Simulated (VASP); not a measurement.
Co: single-point calculation (part 1 of 2)

- system: Co (slab, 7 atoms in the cell)
- method: Kohn-Sham DFT of a periodic cell, PBE, VASP PAW PBE potentials, recommended, spin-polarised (VASP 6.6.1)

The structure derives from a Materials Project entry. It belongs to a series of runs on one base structure; here: grid = ENCUT=460 k=12x12x1 vacuum=15 LDIPOL=True ISMEAR=1 SIGMA=0.1 EDIFF=1e-07.

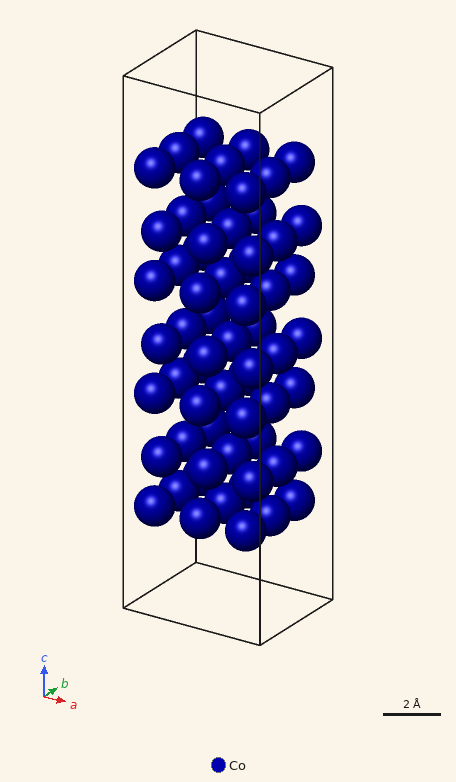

Figure 1. The structure (spheres-only view of the 3 × 3 repeat of the cell, with the vacuum cut short, seen slightly off an axis).

**INCAR**
```
SYSTEM = Co
ALGO = Normal
DIPOL = 0.5 0.5 0.500
EDIFF = 1E-7
ENCUT = 460
GGA = PE
IDIPOL = 3
ISIF = 2
ISMEAR = 1
ISPIN = 2
LASPH = .True.
LCHARG = .False.
LDIPOL = .True.
LMAXMIX = 4
LORBIT = 11
LREAL = .False.
LVACPOTAV = .True.
LVHAR = .True.
LWAVE = .False.
MAGMOM = 2 2 2 2 2 2 2
NBANDS = 46
NELM = 120
PREC = Accurate
SIGMA = 0.1
```

**KPOINTS**
```
k-points
0
Gamma
  12 12 1
  0 0 0
```

**POSCAR**
```
Co
1.0
    2.4873648738      0.0000000000      0.0000000000
   -1.2436824369      2.1541211692      0.0000000000
    0.0000000000      0.0000000000     27.1898685102
Co
7
Direct
    0.3333333300      0.6666666600      0.2745749180
    0.6666666700      0.3333333400      0.3522428532
    0.3333333300      0.6666666600      0.4240162256
    0.6666666700      0.3333333400      0.5016841608
    0.3333333300      0.6666666600      0.5734575332
    0.6666666700      0.3333333400      0.6511254684
    0.3333333300      0.6666666600      0.7228988408
```

Launch command:
```bash
cat potpaw_PBE.64/Co/POTCAR > POTCAR
mpirun -np 1 vasp_std > vasp.out
```

**OSZICAR**
```
N       E                     dE             d eps       ncg     rms          rms(c)
DAV:   1     0.469666761686E+03    0.46967E+03   -0.25997E+04  3496   0.145E+03
DAV:   2    -0.168523676340E+02   -0.48652E+03   -0.45825E+03  3496   0.326E+02
DAV:   3    -0.541003174105E+02   -0.37248E+02   -0.34078E+02  3736   0.128E+02
DAV:   4    -0.548347446088E+02   -0.73443E+00   -0.72633E+00  3816   0.198E+01
DAV:   5    -0.548545747241E+02   -0.19830E-01   -0.19829E-01  5288   0.217E+00    0.276E+01
DAV:   6    -0.927630318847E+02   -0.37908E+02   -0.16541E+02  4254   0.205E+02    0.674E+01
DAV:   7    -0.131390260816E+03   -0.38627E+02   -0.38419E+02  5834   0.167E+02    0.787E+01
DAV:   8    -0.721042345117E+02    0.59286E+02   -0.17029E+02  5670   0.130E+02    0.639E+01
DAV:   9    -0.820040327205E+02   -0.98998E+01   -0.22907E+02  5452   0.124E+02    0.574E+01
DAV:  10    -0.635735314534E+02    0.18431E+02   -0.17704E+02  4302   0.834E+01    0.448E+01
[... 45 further cycles ...]
DAV:  56    -0.477094495568E+02   -0.44822E-04   -0.91153E-07  2790   0.557E-03    0.464E-03
DAV:  57    -0.477094716985E+02   -0.22142E-04   -0.28956E-07  2628   0.374E-03    0.429E-03
DAV:  58    -0.477094855341E+02   -0.13836E-04   -0.19006E-07  2500   0.213E-03    0.402E-03
DAV:  59    -0.477094908474E+02   -0.53132E-05   -0.88264E-08  2284   0.228E-03    0.295E-03
DAV:  60    -0.477094953758E+02   -0.45284E-05   -0.92339E-08  2398   0.160E-03    0.220E-03
DAV:  61    -0.477094969464E+02   -0.15706E-05   -0.89238E-08  2274   0.195E-03    0.128E-03
DAV:  62    -0.477094978759E+02   -0.92946E-06   -0.25745E-08  2118   0.105E-03    0.701E-04
DAV:  63    -0.477094984541E+02   -0.57825E-06   -0.20025E-08  2084   0.727E-04    0.223E-04
DAV:  64    -0.477094987896E+02   -0.33546E-06   -0.84710E-09  2052   0.399E-04    0.126E-04
DAV:  65    -0.477094988821E+02   -0.92529E-07   -0.13694E-09  2062   0.225E-04
   1 F= -.47709499E+02 E0= -.47709145E+02  d E =-.106155E-02  mag=    11.8833
```

**Parts of OUTCAR**
```
SYSTEM = Co
   EDIFF = 1E-7
   ENCUT = 460
   GGA = PE
   ISIF = 2
   ISMEAR = 1
   ISPIN = 2
   LASPH = .True.
   LORBIT = 11
   LREAL = .False.
   NELM = 120
   PREC = Accurate

 Found     19 irreducible k-points:

 Following reciprocal coordinates:
            Coordinates               Weight
  0.000000  0.000000  0.000000      1.000000
  0.083333  0.000000  0.000000      6.000000
  0.166667 -0.000000  0.000000      6.000000
  0.250000  0.000000  0.000000      6.000000
  0.333333 -0.000000  0.000000      6.000000
  0.416667  0.000000  0.000000      6.000000
   k-points           NKPTS =     19   k-points in BZ     NKDIM =     19   number of bands    NBANDS=     46
   number of dos      NEDOS =    301   number of ions     NIONS =      7
   total plane-waves  NPLWV =  62208
   dimension x,y,z NGX =    18 NGY =   18 NGZ =  192
   dimension x,y,z NGXF=    36 NGYF=   36 NGZF=  384
   ions per type =               7
   NGX,Y,Z   is equivalent  to a cutoff of  12.03, 12.03, 11.74 a.u.
   NGXF,Y,Z  is equivalent  to a cutoff of  24.06, 24.06, 23.48 a.u.
 SYSTEM =  Co
   PREC   = accura    normal or accurate (medium, high low for compatibility)
   ISTART =      0    job   : 0-new  1-cont  2-samecut
   ICHARG =      2    charge: 1-file 2-atom 10-const
   ISPIN  =      2    spin polarized calculation?
   LNONCOLLINEAR =      F non collinear calculations
   LSORBIT =      F    spin-orbit coupling
   LASPH  =      T    aspherical Exc in radial PAW
   ENCUT  =  460.0 eV  33.81 Ry    5.81 a.u.   4.35  4.35 47.55*2*pi/ulx,y,z
   NELM   =    120;   NELMIN=  2; NELMDL= -5     # of ELM steps
   EDIFF  = 0.1E-06   stopping-criterion for ELM
   LREAL  =      F    real-space projection
   EDIFFG = 0.1E-05   stopping-criterion for IOM
   NSW    =      0    number of steps for IOM
   IBRION =     -1    ionic relax: 0-MD 1-quasi-New 2-CG
   NFREE  =      0    steps in history (QN), initial steepest desc. (CG)
   ISIF   =      2    stress and relaxation
   ISYM   =      2    0-nonsym 1-usesym 2-fastsym
   POTIM  = 0.5000    time-step for ionic-motion
   TEBEG  =    0.0;   TEEND  =   0.0 temperature during run
   PSTRESS=    0.0 pullay stress
   NELECT =      63.0000    total number of electrons
   NUPDOWN=      -1.0000    fix difference up-down
   EMIN   =  10.00;   EMAX   =-10.00  energy-range for DOS
   EFERMI =   0.00;   METHOD = LEGACY
   ISMEAR =     1;   SIGMA  =   0.10  broadening in eV -4-tet -1-fermi 0-gaus
   EFERMI_NEDOS =   21; number of points for ismear=-14 and -15
   IALGO  =     38    algorithm
   IMIX   =      4    mixing-type and parameters
     AMIX     =   0.40;   BMIX     =  1.00
     AMIX_MAG =   1.60;   BMIX_MAG =  1.00
  volume/ion in A,a.u.               =      20.81       140.45
  Fermi-wavevector in a.u.,A,eV,Ry     =   1.237987  2.339456 20.852451  1.532612
  Thomas-Fermi vector in A             =   2.372531
   LORBIT       =     11    0 simple, 1 ext, 2 COOP (PROOUT), +10 PAW based schemes
   GGA     = PE    functional components
   LHFCALC =     F    Hartree Fock is set to
   AEXX    =    0.0000 exact exchange contribution
   IVDW    =     0    specifies the selected vdW correction
   LEPSILON=     F    determine dielectric tensor
   LRPA    =     F    only Hartree local field effects (RPA)
 spin polarized calculation
 Methfessel and Paxton  Order N= 1 SIGMA  =   0.10
  energy-cutoff  :      460.00
  volume of cell :      145.69
 maximum number of plane-waves:      3331
 NGX is ok and might be reduce to    18
   NGX =  9   NGY =  9   NGZ = 95

 dipolmoment           0.000000      0.000000      0.002330 electrons x Angstroem

 number of electron      63.0000023 magnetization      11.8833227

 dipolmoment           0.000000      0.000000     -0.002486 electrons x Angstroem

 Free energy of the ion-electron system (eV)
  ---------------------------------------------------
  ext. energy  EPLUGINS =         0.00000000
  ---------------------------------------------------
  free energy    TOTEN  =       -47.70949888 eV

  energy without entropy =      -47.70843733  energy(sigma->0) =      -47.70914503

 E-fermi :   3.0581     XC(G=0):  -7.7272     alpha+bet : -9.2419

 val. band max:        3.0452017626   @ k =   0.0833   0.0000   0.0000
 cond. band min:       3.0658206861   @ k =   0.4167   0.1667   0.0000
 fundamental gap:      0.0206189234
 Fermi energy:         3.0581460880

 spin component 1

 k-point     1 :       0.0000    0.0000    0.0000
  band No.  band energies     occupation
      1      -5.6886      1.00000
      2      -5.2033      1.00000
      3      -4.4105      1.00000
      4      -3.4445      1.00000
      5      -2.6291      1.00000
      6      -2.2356      1.00000
      7      -2.1296      1.00000
      8      -0.0402      1.00000
      9       0.1422      1.00000
     10       0.2661      1.00000
     11       0.3153      1.00000
     12       0.3240      1.00000
     13       0.3240      1.00000
     14       0.3463      1.00000
     15       0.3463      1.00000
     16       0.3793      1.00000
     17       0.3793      1.00000
     18       0.4506      1.00000
     19       0.4506      1.00000
     20       0.5564      1.00000
     21       0.5728      1.00000
     22       0.5728      1.00000
     23       0.6563      1.00000
     24       0.6563      1.00000
     25       0.7143      1.00000
     26       0.7143      1.00000
     27       1.1819      1.00000
     28       1.1819      1.00000
     29       1.3546      1.00000
     30       1.3546      1.00000
     31       1.4749      1.00000
     32       1.5958      1.00000
     33       1.5958      1.00000
     34       1.8081      1.00000
     35       1.8081      1.00000
     36       2.0303      1.00000
     37       2.0303      1.00000
     38       2.1026      1.00000
     39       2.1026      1.00000
     40       2.1609      1.00000
     41       2.1609      1.00000
     42       2.6837      1.00000
     43       3.1070      0.13653

 k-point     2 :       0.0833    0.0000    0.0000
  band No.  band energies     occupation
      1      -5.4463      1.00000
      2      -4.9671      1.00000
      3      -4.1842      1.00000
      4      -3.2297      1.00000
      5      -2.4271      1.00000
      6      -2.0571      1.00000
      7      -1.9734      1.00000
      8      -0.1397      1.00000
      9       0.0527      1.00000
     10       0.1566      1.00000
     11       0.1599      1.00000
     12       0.2225      1.00000
     13       0.3117      1.00000
     14       0.3310      1.00000
     15       0.4109      1.00000
     16       0.4156      1.00000
     17       0.4432      1.00000
     18       0.4817      1.00000
     19       0.4993      1.00000
     20       0.5423      1.00000
     21       0.5486      1.00000
     22       0.6486      1.00000
     23       0.6627      1.00000
     24       0.6690      1.00000
     25       0.7446      1.00000
     26       0.8151      1.00000
     27       0.9903      1.00000
     28       1.1379      1.00000
     29       1.1627      1.00000
     30       1.2818      1.00000
     31       1.3241      1.00000
     32       1.4907      1.00000
     33       1.5728      1.00000
     34       1.6083      1.00000
     35       1.7744      1.00000
     36       1.7956      1.00000
     37       2.0308      1.00000
     38       2.1151      1.00000
     39       2.1175      1.00000
     40       2.1848      1.00000
     41       2.6069      1.00000
     42       3.4179     -0.00000
     43       3.9506     -0.00000

 k-point     3 :       0.1667   -0.0000    0.0000
  band No.  band energies     occupation
      1      -4.7479      1.00000
      2      -4.2935      1.00000
      3      -3.5532      1.00000
      4      -2.6532      1.00000
      5      -1.9009      1.00000
      6      -1.6026      1.00000
      7      -1.5804      1.00000
      8      -0.4168      1.00000
      9      -0.2668      1.00000
     10      -0.1452      1.00000
     11      -0.0460      1.00000
     12       0.0126      1.00000
     13       0.0856      1.00000
     14       0.1769      1.00000
     15       0.2589      1.00000
     16       0.3729      1.00000
     17       0.4127      1.00000
     18       0.5903      1.00000
     19       0.6326      1.00000
     20       0.6606      1.00000
     21       0.6817      1.00000
     22       0.7027      1.00000
     23       0.7201      1.00000
     24       0.7802      1.00000
     25       0.8591      1.00000
     26       0.9006      1.00000
     27       0.9605      1.00000
     28       1.0263      1.00000
     29       1.0944      1.00000
     30       1.1630      1.00000
     31       1.2837      1.00000
     32       1.3179      1.00000
     33       1.5442      1.00000
     34       1.5560      1.00000
     35       1.7721      1.00000
     36       1.9475      1.00000
     37       2.0307      1.00000
     38       2.1418      1.00000
     39       2.2352      1.00000
     40       2.5533      1.00000
     41       3.4519     -0.00000
     42       4.5607     -0.00000
     43       5.3619      0.00000

 k-point     4 :       0.2500    0.0000    0.0000
  band No.  band energies     occupation
      1      -3.7046      1.00000
      2      -3.3228      1.00000
      3      -2.7184      1.00000
      4      -2.0150      1.00000
      5      -1.4351      1.00000
      6      -1.2688      1.00000
      7      -1.1980      1.00000
      8      -0.7071      1.00000
      9      -0.6414      1.00000
     10      -0.4488      1.00000
     11      -0.2732      1.00000
     12      -0.2200      1.00000
     13      -0.1212      1.00000
     14       0.1382      1.00000
     15       0.2035      1.00000
     16       0.2740      1.00000
     17       0.4254      1.00000
     18       0.5852      1.00000
     19       0.6282      1.00000
     20       0.6534      1.00000
     21       0.6816      1.00000
     22       0.7216      1.00000
     23       0.8130      1.00000
     24       0.8659      1.00000
     25       1.0772      1.00000
     26       1.2194      1.00000
     27       1.2604      1.00000
     28       1.3376      1.00000
     29       1.3701      1.00000
     30       1.4518      1.00000
     31       1.5124      1.00000
     32       1.5741      1.00000
     33       1.6505      1.00000
     34       1.7057      1.00000
     35       1.8047      1.00000
     36       2.0449      1.00000
     37       2.1724      1.00000
     38       2.2713      1.00000
     39       2.2836      1.00000
     40       3.1743     -0.03480
     41       4.4308     -0.00000
     42       5.8535      0.00000
     43       6.9870      0.00000

 k-point     5 :       0.3333   -0.0000    0.0000
  band No.  band energies     occupation
      1      -2.6190      1.00000
      2      -2.4272      1.00000
      3      -2.1218      1.00000
      4      -1.7758      1.00000
      5      -1.4763      1.00000
      6      -1.3210      1.00000
      7      -1.2542      1.00000
      8      -0.9887      1.00000
      9      -0.8336      1.00000
     10      -0.6281      1.00000
     11      -0.5154      1.00000
     12      -0.3698      1.00000
     13      -0.2123      1.00000
     14       0.3330      1.00000
     15       0.4056      1.00000
     16       0.4955      1.00000
     17       0.5263      1.00000
     18       0.5530      1.00000
     19       0.6332      1.00000
     20       0.8084      1.00000
     21       0.8911      1.00000
     22       1.0044      1.00000
     23       1.2448      1.00000
     24       1.2637      1.00000
     25       1.3966      1.00000
     26       1.5403      1.00000
     27       1.7565      1.00000
     28       1.7605      1.00000
     29       1.8277      1.00000
     30       1.8657      1.00000
     31       1.9208      1.00000
     32       1.9737      1.00000
     33       1.9993      1.00000
     34       2.0170      1.00000
     35       2.0324      1.00000
     36       2.1365      1.00000
     37       2.2339      1.00000
     38       2.3277      1.00000
     39       2.8124      1.00140
     40       4.0428     -0.00000
     41       5.5566      0.00000
     42       7.2222      0.00000
     43       8.7742      0.00000
```
